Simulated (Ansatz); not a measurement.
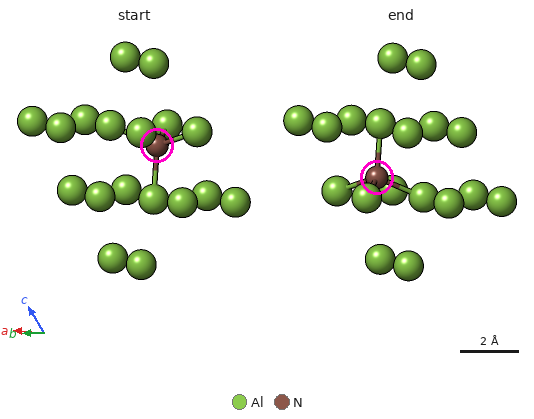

The two relaxed end points of a path for a defect cell of composition Al27N (28 atoms in the cell). The picture is a ball-and-stick view of the atoms within 4.0 Å of the middle of the path, seen from a free direction. The moving atom is ringed, with any periodic copies. Bonds to atoms that aren't drawn are left out.

Level of theory: Ansatz 0.2.0, DFT PBE, scalar-relativistic, plane waves, PAW.

Settings: plane-wave cutoff 420 eV; k-point mesh 3 × 3 × 3; Gaussian smearing 0.1 eV; 5 movable images; climbing image.

Start:
```
CELL_PARAMETERS angstrom
-6.06243 -6.06243 0.00000
-6.06243 0.00000 -6.06243
0.00000 -6.06243 -6.06243
ATOMIC_POSITIONS crystal
Al 0.66595 0.66595 0.66634
Al 0.33403 0.66370 0.66437
Al 0.00226 0.66351 0.66442
Al 0.66320 0.33413 0.66434
Al 0.33326 0.33309 0.66470
Al 0.00245 0.33407 0.66439
Al 0.66332 0.00246 0.66432
Al 0.33407 0.00221 0.66432
Al 0.00493 0.00532 0.64893
Al 0.66330 0.66364 0.33458
Al 0.33333 0.66425 0.33328
Al 0.00293 0.66345 0.33451
Al 0.66409 0.33333 0.33343
Al 0.33335 0.33333 0.33333
Al 0.99632 0.33497 0.33614
Al 0.66341 0.00256 0.33460
Al 0.33490 0.99676 0.33600
Al 0.99626 0.99691 0.33612
Al 0.66362 0.66383 0.00260
Al 0.33414 0.66375 0.00264
Al 0.00466 0.64862 0.00652
Al 0.66364 0.33421 0.00257
Al 0.33471 0.33525 0.99775
Al 0.99617 0.33520 0.99784
Al 0.64805 0.00517 0.00575
Al 0.33474 0.99667 0.99771
Al 0.00494 0.00464 0.00621
N 0.91550 0.91622 0.91648
```

End:
```
Al N
1.0
    -6.06243   -6.06243    0.00000
    -6.06243    0.00000   -6.06243
     0.00000   -6.06243   -6.06243
Al N
27 1
Direct
  0.66400 0.66510 0.66765
  0.33563 0.66597 0.66210
  0.00225 0.66529 0.66771
  0.66542 0.33670 0.66153
  0.33566 0.33680 0.66166
  0.99425 0.35195 0.65897
  0.66386 0.00368 0.66743
  0.35107 0.99507 0.65918
  0.99348 0.99534 0.65980
  0.66672 0.66667 0.33087
  0.33530 0.66674 0.33105
  0.00229 0.66526 0.32913
  0.66657 0.33591 0.33085
  0.33568 0.33668 0.33010
  0.99740 0.33638 0.33005
  0.66388 0.00374 0.32929
  0.33558 0.99774 0.33020
  0.00216 0.00383 0.32920
  0.66667 0.66665 0.00002
  0.33568 0.66593 0.00060
  0.99736 0.66586 0.00053
  0.66540 0.33659 0.00057
  0.33366 0.33405 0.99824
  0.99743 0.33636 0.00042
  0.66549 0.99708 0.00088
  0.33561 0.99755 0.00091
  0.99379 0.99506 0.01580
  0.08352 0.08450 0.74820
```

**What barrier does the band find between them, and by what path?**

The barrier is about 1.09 eV in both directions, with image 3 at the top; the ends have the same energy. The N atom travels furthest, 2.04 Å from end to end, along [1 1 −1], on a straight line. At the highest image its nearest neighbour (Al) is 1.81 Å away, against 1.87 Å at the start, and the surrounding atoms stand up to 0.28 Å off the mean of their end positions. The band converged in 6 iterations. The largest component of the band force went from 8 to 0.0095 eV/Å. The climbing image converged on the top of the path. Its curvatures weren't checked.

Energies of the converged images:

```tsv
image	path (Å)	E (eV)
0	0.00	0.000
1	0.44	0.176
2	0.88	0.678
3	1.32	1.094
4	1.76	0.676
5	2.20	0.174
6	2.64	0.000
```

The geometry at the top of the path:

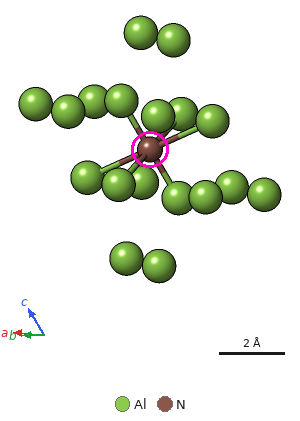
